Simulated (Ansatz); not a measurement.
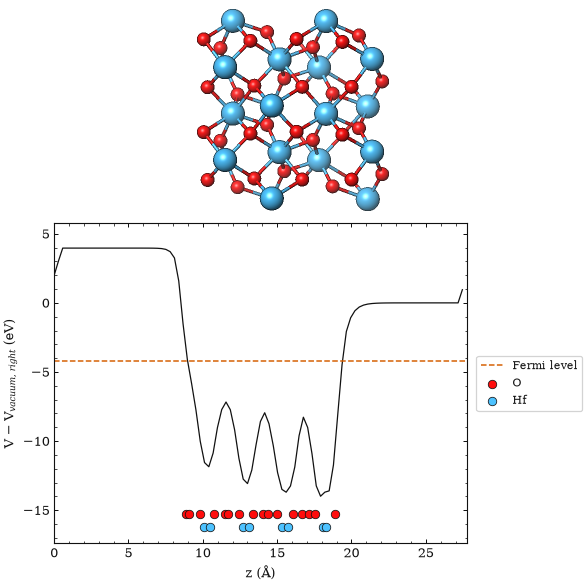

Plane-averaged electrostatic potential energy of an electron across the slab; circles at the bottom mark the heights of the atoms. The structure is drawn too.

Structure: a (001) slab cut from HfO2 (P2_1/c), ended by O planes, 24 atoms in the cell, the slab at its places in the relaxed adsorbed structure; a = 5.13 Å, b = 5.20 Å, c = 27.75 Å, α = 90.00°, β = 90.00°, γ = 90.00°.

Level of theory: DFT PBE+D3(BJ), scalar-relativistic, plane waves, PAW, no spin polarisation, 3×3×1 k mesh, 420 eV cutoff, Gaussian smearing of 0.05 eV; code Ansatz.

### What is the work function?

The work function is 4.22 eV at the right face and 8.18 eV at the left.

### Do the two faces differ, and what does that say about the slab's dipole?

The vacuum level is 3.96 eV higher at the left than at the right, so the slab carries a dipole along its normal; the ramp in the vacuum, at or near the edge of the plot, is the dipole correction that keeps each side flat.

### How thick are slab and vacuum?

The outermost atoms are 10.0 Å apart, which leaves 17.7 Å of vacuum in a cell 27.7 Å high.

The atoms aren't at rest in this cell (largest force 3.3 eV/Å), so the relaxed material can differ. Spin-orbit coupling is left out, which matters for Hf.
